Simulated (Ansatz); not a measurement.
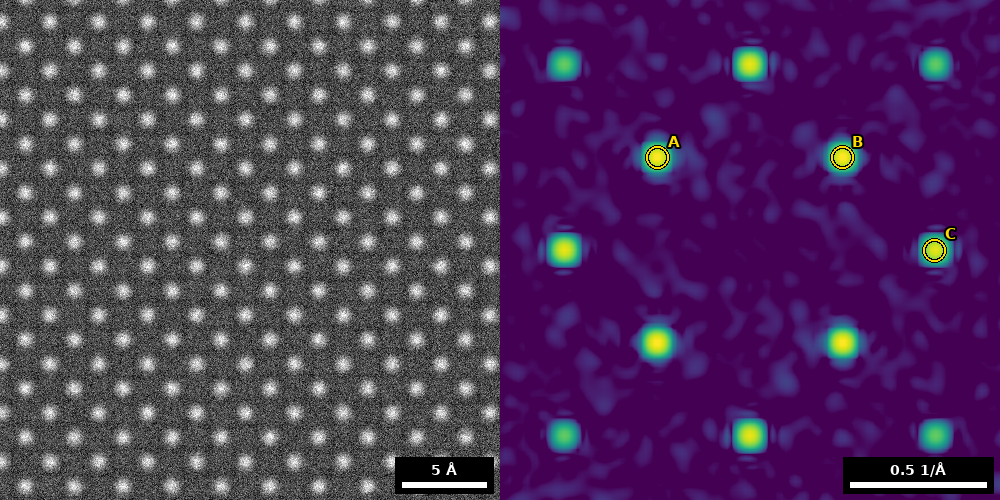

HRTEM-like image of W (Fd-3m, No. 227) along [001]. Simulated in the weak-phase-object approximation with neutral-atom potentials: 300 kV, Cs = −20 µm, defocus +75 Å (negative is underfocus), defocus spread 15 Å, aperture 1.36 1/Å. Shot noise was added. Structure used: coordinates from a relaxation with Ansatz 0.2.0, DFT, RPBE, plane waves (420 eV) with PAW, scalar-relativistic; the starting structure was generated, so it need not be a known form of this composition.

The right panel is the modulus of the image's Fourier transform on a logarithmic scale.

a = 5.868 Å, b = 5.868 Å, c = 5.868 Å, α = 90.00°, β = 90.00°, γ = 90.00°

**Index the marked spots and give their plane spacings (the zone axis points at the viewer; indices equivalent by symmetry, or all signs reversed, are as good).**

A: (2 -2 0), d = 2.07 Å; B: (-2 -2 0), d = 2.07 Å; C: (-4 0 0), d = 1.47 Å. A and B enclose 90°, and every spot obeys the zone law hu + kv + lw = 0 for [001].
